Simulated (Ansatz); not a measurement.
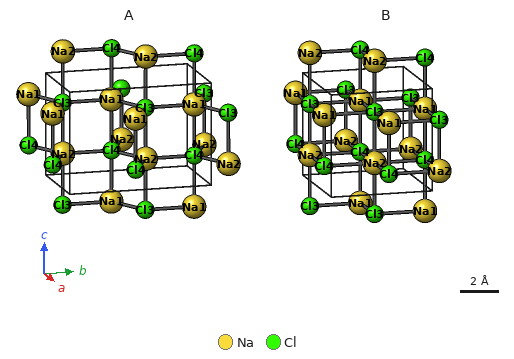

Two geometries of crystalline NaCl (a generated structure, set up in P2_1/m), drawn at one scale. One is the start of a relaxation, the other its converged end. The picture is a ball-and-stick view of the conventional cell (2 times the calculation's cell), seen slightly off an axis. Lengths and directions refer to the drawn axes.

The calculation used Ansatz, DFT PBE+D3(BJ), scalar-relativistic, plane waves, PAW. (plane-wave cutoff 420 eV; k-point mesh 6 × 4 × 6; occupations fixed; no spin polarisation; cell and atoms relaxed; force threshold 0.001 eV/Å; at most 60 steps)

Question: Which one is relaxed?

Answer: Structure B is the relaxed one. The largest moves relative to the cell, 0.44 Å, are those of Na1 and Na2. Na1 goes along +b. Largest moves by element: Na 0.44 Å, Cl 0.43 Å. Cell: a 4.831 → 5.578 Å (+15.5 %), b 7.854 → 5.578 Å (−29.0 %), c 5.577 → 5.578 Å (0.0 %), γ 90.9° → 90.0°. Volume −18.0 %. Near-neighbour distances that change, for instance: Na1–Cl3 5.146 → 2.789 Å, Na1–Cl3 (another image) 2.705 → 2.789 Å. New bonds form: Na1–Cl3 (5.15 → 2.79 Å), Na2–Cl4 (5.15 → 2.79 Å). Among the angles between lasting bonds that change: Cl3–Na1–Cl3 126.5° → 180.0°, Na1–Cl3–Na1 126.5° → 180.0°, Cl3–Na1–Cl3 118.0° → 90.0°. The space group (tolerance 0.01 Å) goes from P2_1/m (No. 11) to Fm-3m (No. 225). After 17 accepted moves (19 points after the start) the energy has fallen by 0.304 eV per cell of the calculation. Largest force component: 0.00096 eV/Å at the start, under 0.0001 eV/Å at the end. The pressure goes from −0.01 to 0.00 GPa. At 2 points the geometry stayed and the basis and grid were re-selected for the new cell (energy shift of 2.7 meV per cell of the calculation at most each time). The run took 81 s on 1 thread of Intel(R) Xeon(R) Platinum 8488C (Sapphire Rapids), on a shared host, peak memory 0.46 GiB.
